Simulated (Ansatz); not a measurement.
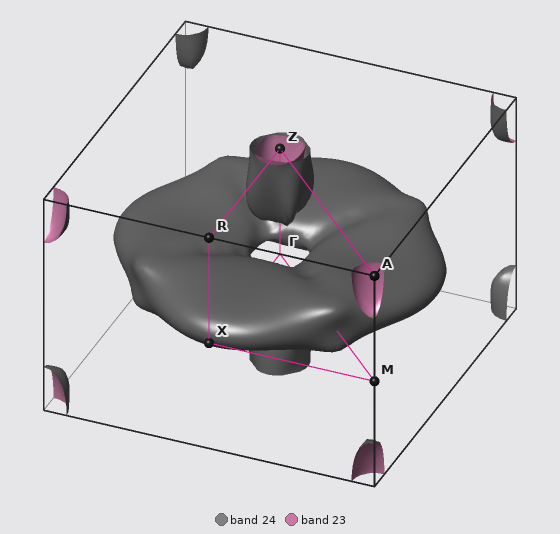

Constant-energy surfaces of ZrO₂ in space group P4_2/nmc, 0.10 eV below the valence-band maximum (one colour a band).

Method: DFT PBE, scalar-relativistic, plane waves, PAW; levels and slopes on a dense k mesh at the converged density in Ansatz. No spin polarisation. k mesh for the levels: 26×26×20. Cell and positions as given, without relaxation (residual pressure 5 GPa).

Masses come from a second pass at points close to the extrema; at the energies drawn a band may no longer be parabolic.

Describe the band extrema that these surfaces surround.

Band 24 forms the valence edge; band 23 begins 0.03 eV lower (at Z). Within this energy: four equivalent maxima on the M–Γ line, nearly flat in one direction, with masses 0.69 and 2.46 mₑ across; one maximum at Z, 0.03 eV below the edge, two bands meeting there; one maximum at A, 0.04 eV below the edge, two bands meeting there.

And the gap?

The gap is indirect, 4.01 eV at this level of theory (semilocal functionals give gaps that are too small, and can reorder valleys that lie close). Another valley lies within 0.05 eV of an edge, so the kind of gap can change with the cell or the functional.

Where one band's surface lies inside another's, the outer one hides all or part of it.

Spin-orbit coupling, left out here, can change the gap, its kind, the place of the band edges and the masses, since the compound holds Zr.
